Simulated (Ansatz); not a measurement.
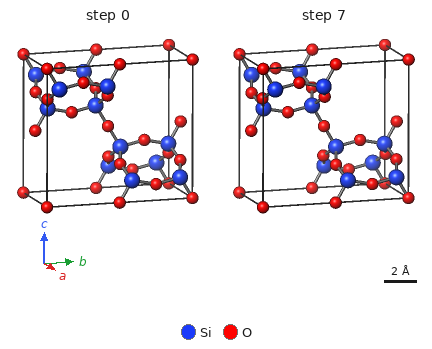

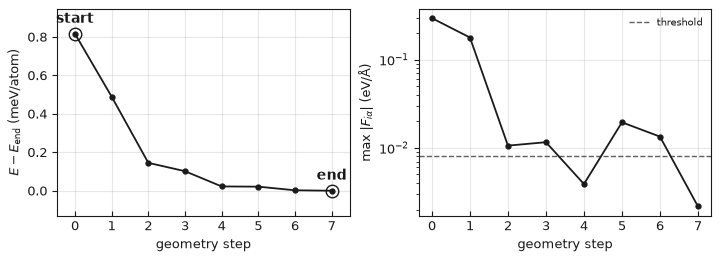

First and last geometry of a relaxation of solid SiO₂ (set up in P-1), with the history of the run. Style: ball-and-stick. Shown: the larger cell on standard axes (2 times the calculation's cell), slightly off an axis.

Case: strain along c alone, the other axes held, atoms relaxed: -1.0 %.

Method: DFT PBE, scalar-relativistic, plane waves, PAW in Ansatz.

Input
```yaml
crystal:
  lattice:
    - [-2.6413155607, 4.828781858, 4.4684529463]
    - [2.6623459995, -4.7903911437, 4.4394586578]
    - [2.6168288612, 4.7769773262, -4.4270275041]
  atoms:
    - { symbol: Si, position: [0.9305125918, 0.8452085447, 0.0853040471] }
    - { symbol: Si, position: [0.7400955024, 0.1547914553, 0.5853040471] }
    - { symbol: Si, position: [0.0694874082, 0.1547914553, 0.9146959529] }
    - { symbol: Si, position: [0.2599044976, 0.8452085447, 0.4146959529] }
    - { symbol: O, position: [0.1332949919, 0.8832949919, 0.25] }
    - { symbol: O, position: [0.8667050081, 0.1167050081, 0.75] }
    - { symbol: O, position: [0.7934944961, 0.5, 0.7934944961] }
    - { symbol: O, position: [0.2065055039, 0.0, 0.7065055039] }
    - { symbol: O, position: [0.2065055039, 0.5, 0.2065055039] }
    - { symbol: O, position: [0.7934944961, 0.0, 0.2934944961] }
    - { symbol: O, position: [0.0, 0.0, 0.0] }
    - { symbol: O, position: [0.5, 0.0, 0.5] }
basis:
  ecutwfc: 420
kpoints:
  mp_grid: { grid: [6, 6, 6] }
hamiltonian:
  xc: pbe
scf:
  occupations: { method: gaussian, width: 0.02 }
output:
  forces: true
  stress: true
  eigenvalues: true
relax:
  adjacent_minimum: "off"
  f_tol: 0.008
  max_steps: 40
```

Launched with:
```bash
ansatz run input.yaml --threads 2 --pin off --max-ram 5120MiB --backend cpu --events-out ev --progress --plain --runs-dir out
```

Q: What do the curves and the structures tell?

A: It converged. The energy falls by 0.8 meV per atom in 7 geometry steps. The largest force component goes from 0.3 to 0.0022 eV/Å. The forces were under the threshold at step 4, but the run went on from there. The largest moves, 0.11 Å, are those of O7 and O9. O7 goes roughly along [−3 −1 1]. Largest moves by element: O 0.11 Å, Si 0.05 Å. The lattice vectors keep their values. Near-neighbour distances that change, for instance: Si2–O10 1.613 → 1.620 Å, Si1–O11 1.598 → 1.605 Å. Among the angles between lasting bonds that change: Si1–O7–Si2 151.3° → 147.9°. The space group stays P-1 (No. 2).
